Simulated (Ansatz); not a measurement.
Input file:

```
crystal:
  lattice:
    - [6.1122767729, -1.8708273909, 0.0]
    - [6.1122767729, 1.8708273909, 0.0]
    - [-1.9153839319, 0.0, 6.2864893037]
  atoms:
    - { symbol: Ti, position: [0.900071, 0.900071, 0.289602] }
    - { symbol: Ti, position: [0.195286, 0.195286, 0.283762] }
    - { symbol: Ti, position: [0.099929, 0.099929, 0.710398] }
    - { symbol: Ti, position: [0.804714, 0.804714, 0.716238] }
    - { symbol: O, position: [0.361931, 0.361931, 0.293397] }
    - { symbol: O, position: [0.2634885, 0.2634885, 0.6525] }
    - { symbol: O, position: [0.8671885, 0.8671885, 0.995291] }
    - { symbol: O, position: [0.7365115, 0.7365115, 0.3475] }
    - { symbol: O, position: [0.9416475, 0.9416475, 0.630021] }
    - { symbol: O, position: [0.1328115, 0.1328115, 0.004709] }
    - { symbol: O, position: [0.638069, 0.638069, 0.706603] }
    - { symbol: O, position: [0.0583525, 0.0583525, 0.369979] }
hamiltonian:
  xc: pbe
  pseudopotentials: { kind: paw }
  dispersion: d4
kpoints:
  mp_grid: { grid: [8, 8, 4] }
scf:
  occupations: { method: fermi_dirac, width: 0.05 }
output:
  forces: true
  stress: true
  eigenvalues: true
  write_density: true
  write_potential: true
  elf: true
  volumetric_format: npy
```

Command:

```sh
ansatz run input.yaml --threads 2 --pin off --max-ram 5120MiB --backend cpu --events-out ev --progress --plain --runs-dir out
```

Below, planes, directions and counts refer to the conventional cell (a = 12.22 Å, b = 3.74 Å, c = 6.57 Å, α = 90.00°, β = 106.95°, γ = 90.00°).

Space group C2/m; a structure from a database of computed crystals, not necessarily the ambient phase.

The calculation used Kohn-Sham DFT of a periodic cell, PBE with D4, Ansatz PAW (Ansatz 0.2.0).

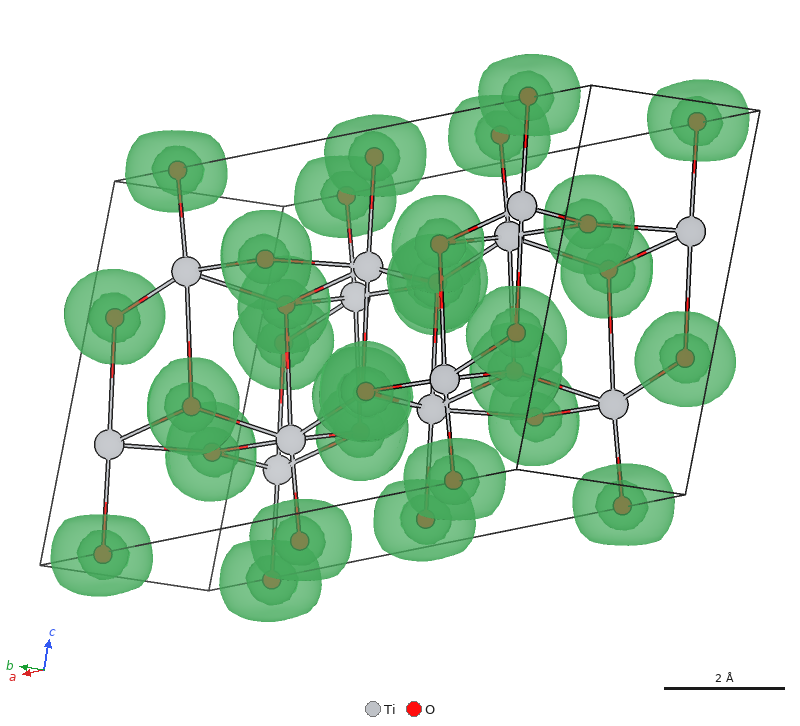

TiO2. Isosurface of the electron localisation function at 0.75 (green), seen at an oblique angle. Only the valence region is drawn (cores and ρ < 0.01 e/Å³ removed). Sticks mark near contacts.

In a PAW calculation such maps are meaningful between the atoms, not at the nuclei.

Identify the bonds, lone pairs and shells in this picture.

The surface consists of 16 regions wrapped around O (the valence shell of each), counted in one cell of 24 atoms. Any copies at cell faces, edges or corners count once. Along the contacts the grid gives the following. Ti–O (1.77 Å): the ELF peaks at about 0.80 in the valence shell of O, 0.5 Å from its nucleus, and is about 0.25 at the midpoint (no shared electron pair shows on this line). Ti–O (1.85 Å): the ELF peaks at about 0.80 in the valence shell of O, 0.6 Å from its nucleus, and is about 0.25 at the midpoint; no shared electron pair shows on this line.
